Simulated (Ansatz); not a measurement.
## Electronic structure of Si$_{3}$C in real space

The calculation's input:

```
crystal:
  lattice:
    - [3.4416533177, 0.0, 0.0]
    - [0.0, 3.4416533177, 0.0]
    - [0.0, 0.0, 5.0238025202]
  atoms:
    - { symbol: Si, position: [0.5, 0.0, 0.7011810218] }
    - { symbol: Si, position: [0.0, 0.5, 0.2988189782] }
    - { symbol: Si, position: [0.5, 0.5, 0.0] }
    - { symbol: C, position: [0.0, 0.0, 0.5] }
basis:
  ecutwfc: 420
kpoints:
  mp_grid: { grid: [14, 14, 10] }
hamiltonian:
  xc: pbe
scf:
  occupations: { method: gaussian, width: 0.1 }
output:
  forces: true
  stress: true
  eigenvalues: true
  write_density: true
  write_potential: true
  elf: true
  volumetric_format: npy
relax:
  adjacent_minimum: "off"
  f_tol: 0.01
  max_steps: 80
  cell: { stress_tol: 0.05 }
```

Launched as:

```sh
ansatz run input.yaml --threads 1 --pin off --max-ram 2560MiB --backend cpu --events-out ev --progress --plain --runs-dir out
```

Below, planes, directions and counts refer to the conventional cell (a = 3.44 Å, b = 3.44 Å, c = 5.03 Å, α = 90.00°, β = 90.00°, γ = 90.00°).

The fields are those of the run's last geometry, not of the input's.

Space group P-4m2; a structure generated by program, which may or may not match a known phase.

All numbers below come from DFT PBE, scalar-relativistic, plane waves, PAW (Ansatz 0.2.0).

The density is the valence pseudo-density of a PAW calculation; it isn't the true density close to the nuclei.

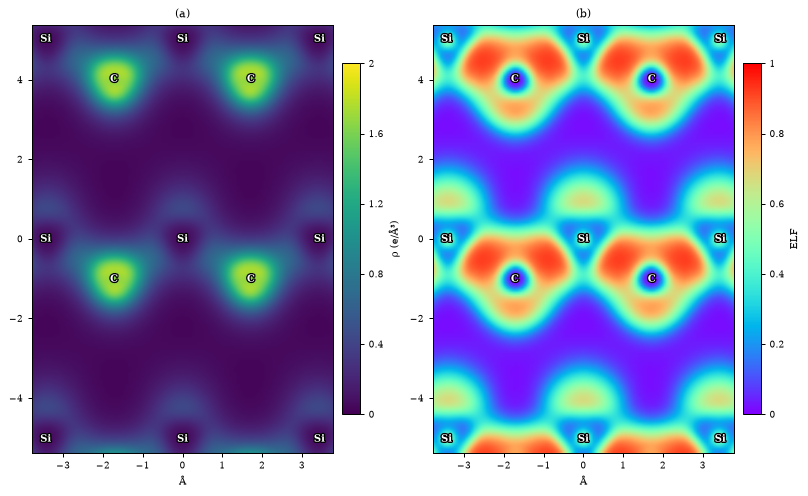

Figure 1. (a) valence pseudo-density; (b) ELF on the (010) plane of the conventional cell.

**Interpret the plot.**

Atoms in the plane: Si and C. Si–C (2.00 Å): ρ at the midpoint is about 0.74 e/Å³; the ELF peaks at about 0.90 between the atoms. Between the atoms the lowest density in this plane is 0.03 e/Å³.

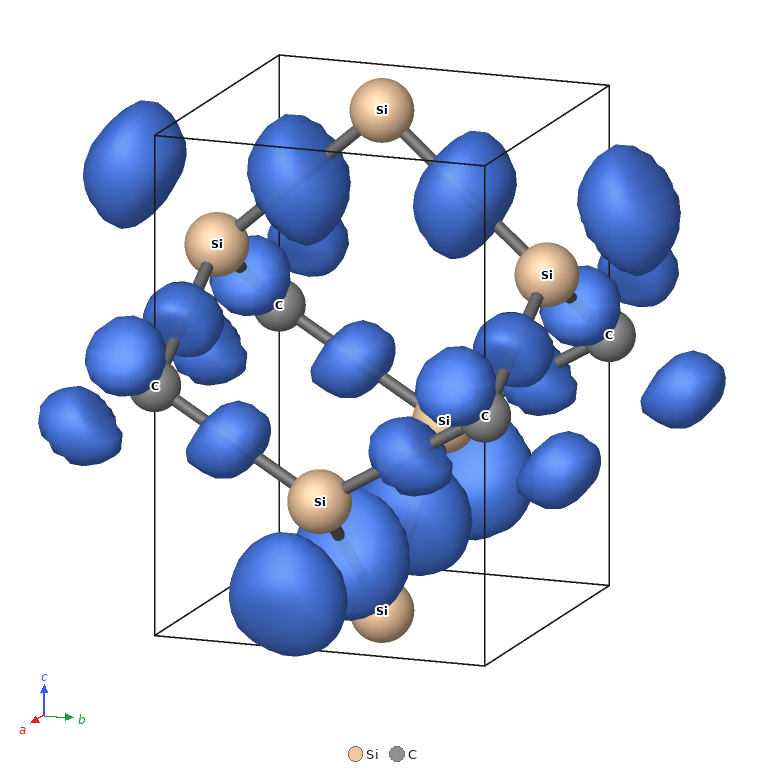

Figure 2. Isosurface of the electron localisation function at 0.85 (blue), seen slightly off an axis. Only the valence region is drawn (cores and ρ < 0.01 e/Å³ removed). Sticks mark near contacts.

**Describe the localisation domains.**

The ELF exceeds this value in four regions between bonded C–Si atoms and four regions between bonded Si–Si atoms, counted in one cell of 4 atoms. Regions shared between cells count once. Profiles from the grid: Si–Si (2.28 Å): the ELF peaks at about 0.95 between the atoms.

**Does the calculation make it a metal, or give it a gap?**

It is gapless in this calculation (a metal or semimetal).
